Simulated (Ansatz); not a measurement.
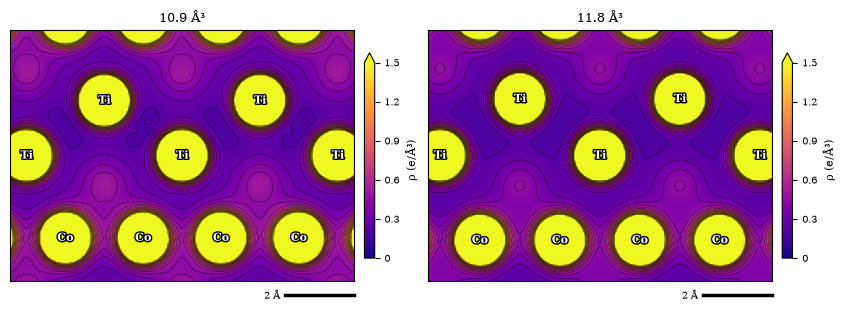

TiCo2. The valence electron density of cells scaled evenly to different volumes (given per atom above each panel), on the (11̄0) plane of each (indices in the axes of the cell below), at one length scale and on one colour scale.

Computed without spin polarisation.

Computed with DFT PBEsol, scalar-relativistic, plane waves, PAW in Ansatz 0.2.0.

Core electrons are frozen (PAW), and the valence fields are smoothed inside the atomic spheres.

The largest cell:

```
Ti Co
1.0
     0.00000    3.28607    3.28607
     3.28607    0.00000    3.28607
     3.28607    3.28607    0.00000
Ti Co
2 4
Direct
  0.50000 0.50000 0.50000
  0.75000 0.75000 0.75000
  0.12500 0.12500 0.12500
  0.62500 0.12500 0.12500
  0.12500 0.12500 0.62500
  0.12500 0.62500 0.12500
```

| volume (Å³/atom) | Co–Co contact in the plane (Å) | ρ at its midpoint (e/Å³) | pressure (GPa) | 
| --- | --- | --- | --- |
| 10.89 | 2.261 | 0.515 | 20.0 | 
| 11.27 | 2.286 | ? | ? | 
| 11.83 | 2.324 | 0.434 | −2.0 | 

Question: Estimate the missing row, and compare with the calculation.

Answer: Over the known rows ln ρ falls by 2.72 per Å of Co–Co distance (the line through the two), which gives 0.481 e/Å³ at 2.286 Å; the calculation gives 0.490 e/Å³. For the pressure, a straight line in volume between the neighbouring rows gives 11.1 GPa; the calculation gives 10.0, lower because pressure rises ever faster on compression.
